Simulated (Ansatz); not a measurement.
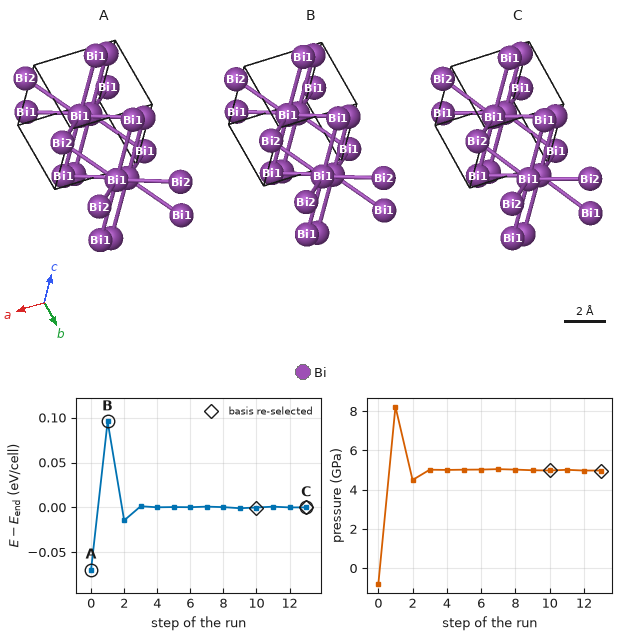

Frames of a relaxation of solid Bi (set up in C2/m), marked on the history of the run. The picture is a ball-and-stick view of the cell of the calculation, repeated 1 × 2 × 1 with one cell outlined, seen from a free direction.

The run lets cell and atoms move.

Computed with Kohn-Sham DFT of a periodic cell, r2SCAN, Ansatz PAW in Ansatz 0.2.0.

The input:
```yaml
crystal:
  lattice:
    - [3.488598, -3.132578, 0.0]
    - [3.488598, 3.132578, 0.0]
    - [-1.260235, 0.0, 3.11355]
  atoms:
    - { symbol: Bi, position: [0.753061, 0.753061, 0.857382] }
    - { symbol: Bi, position: [0.246939, 0.246939, 0.142618] }
hamiltonian:
  xc: r2scan
  pseudopotentials: { kind: paw }
kpoints:
  mp_grid: { grid: [6, 6, 9] }
scf:
  occupations: { method: fermi_dirac, width: 0.05 }
output:
  forces: true
  stress: true
  eigenvalues: true
relax:
  f_tol: 0.01
  max_steps: 40
  cell: { stress_tol: 0.05, p_target: 5.0 }
```

Command:
```bash
ansatz run input.yaml --threads 2 --pin off --max-ram 5632MiB --backend cpu --events-out ev --progress --plain --runs-dir out
```

> Describe the path.

After 11 accepted moves (13 points after the start) the energy has risen by 69.4 meV per cell of the calculation. With the target pressure of 5 GPa, the enthalpy E + pV changes by −0.126 eV per cell of the calculation. Largest force component: 0.12 eV/Å at the start, 0.0046 eV/Å at the end. The pressure goes from −0.82 to 4.98 GPa. The SCF was repeated twice at an unchanged geometry on a basis and grid sized afresh for the cell, which shifted the energy by 0.8 meV per cell of the calculation at most. The largest moves relative to the cell, 0.051 Å, are those of Bi1 and Bi2. Bi1 goes along −c. Cell: a = b 4.689 → 4.535 Å (−3.3 %), c 3.359 → 3.286 Å (−2.2 %), α 106.2° → 106.9°, β 106.2° → 106.9°, γ 83.8° → 82.4°. Volume −9.2 %. Some distances before and after: Bi1–Bi2 3.446 → 3.315 Å, Bi1–Bi2 (another image) 3.281 → 3.169 Å, Bi1–Bi2 (another image) 3.212 → 3.118 Å, Bi1–Bi1 3.359 → 3.286 Å. Bond angles that change, for instance: Bi2–Bi1–Bi2 145.4° → 141.1°, Bi2–Bi1–Bi2 155.8° → 159.2°, Bi1–Bi1–Bi2 71.8° → 74.0°. The space group stays C2/m (No. 12). From step 0 to 1: Bi atoms move most (0.02 Å), volume −12.4 %, energy +0.165 eV per cell of the calculation. From step 1 to 13: Bi atoms move most (0.06 Å), volume +3.6 %, energy −95.8 meV per cell of the calculation.
